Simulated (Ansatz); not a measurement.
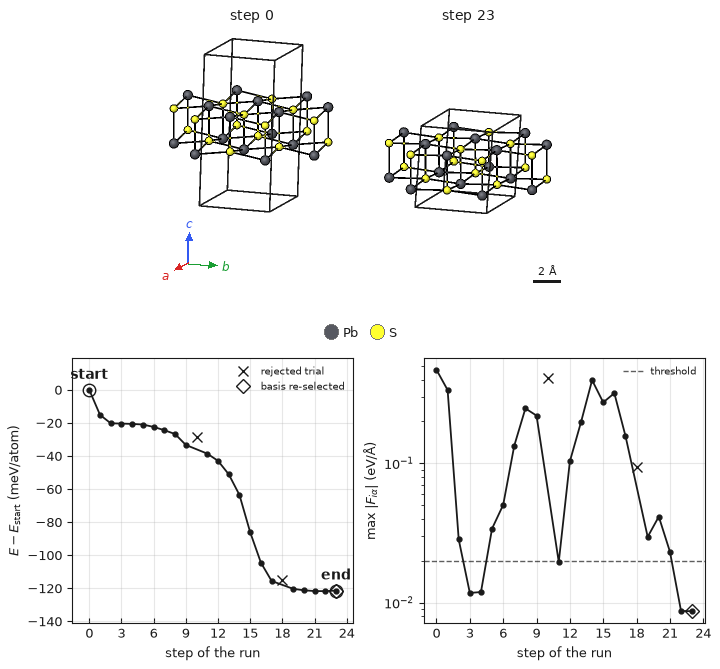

First and last geometry of a relaxation of solid PbS (set up in C2/m), with the history of the run. Style: ball-and-stick. Shown: the conventional cell (2 times the calculation's cell), slightly off an axis. Lengths and directions refer to the drawn axes.

Level of theory: DFT PBE+D3(BJ), scalar-relativistic, plane waves, PAW in Ansatz 0.2.0.

The input:
```yaml
crystal:
  lattice:
    - [2.9405, -2.9, 0.0]
    - [2.9405, 2.9, 0.0]
    - [-1.0800549142, 0.0, 11.7092938464]
  atoms:
    - { symbol: Pb, position: [0.7756, 0.7756, 0.63638] }
    - { symbol: Pb, position: [0.2244, 0.2244, 0.36362] }
    - { symbol: S, position: [0.2684, 0.2684, 0.5986] }
    - { symbol: S, position: [0.7316, 0.7316, 0.4014] }
basis:
  ecutwfc: 420
kpoints:
  mp_grid: { grid: [6, 6, 2] }
hamiltonian:
  xc: pbe
  dispersion: d3bj
scf:
  occupations: { method: gaussian, width: 0.02 }
output:
  forces: true
  stress: true
  eigenvalues: true
relax:
  adjacent_minimum: "off"
  f_tol: 0.02
  max_steps: 70
  cell: { stress_tol: 0.1 }
```

Command:
```bash
ansatz run input.yaml --threads 2 --pin off --max-ram 5120MiB --backend cpu --events-out ev --progress --plain --runs-dir out
```

Question: What do the curves and the structures tell?

Answer: It converged. The largest moves relative to the cell, 0.70 Å, are those of S3 and S4. S4 goes along [−1 0 −3]. Largest moves by element: S 0.70 Å, Pb 0.61 Å. Cell: a 5.881 → 5.949 Å (+1.2 %), b 5.800 → 5.905 Å (+1.8 %), c 11.759 → 6.259 Å (−46.8 %), β 95.3° → 102.8°. Volume −46.3 %. Near-neighbour distances that change, for instance: Pb1–S3 2.972 → 3.114 Å, Pb1–S3 (another image) 2.975 → 2.842 Å, Pb1–S3 (another image) 2.934 → 2.959 Å, Pb1–S4 2.751 → 2.736 Å. Among the angles between lasting bonds that change: S4–Pb2–S4 162.9° → 174.5°, Pb2–S4–Pb2 162.9° → 174.5°, S4–Pb2–S4 162.7° → 172.4°. The space group stays C2/m (No. 12). Over 20 accepted moves (23 points after the start) the energy falls by 121 meV per atom. The largest force component goes from 0.47 to 0.0087 eV/Å. The pressure goes from −0.37 to −0.04 GPa. The line search rejected the trial steps at points 10, 18 of the run. At 1 point the geometry stayed and the basis and grid were re-selected for the new cell (energy shift of 0.3 meV per atom at most each time).
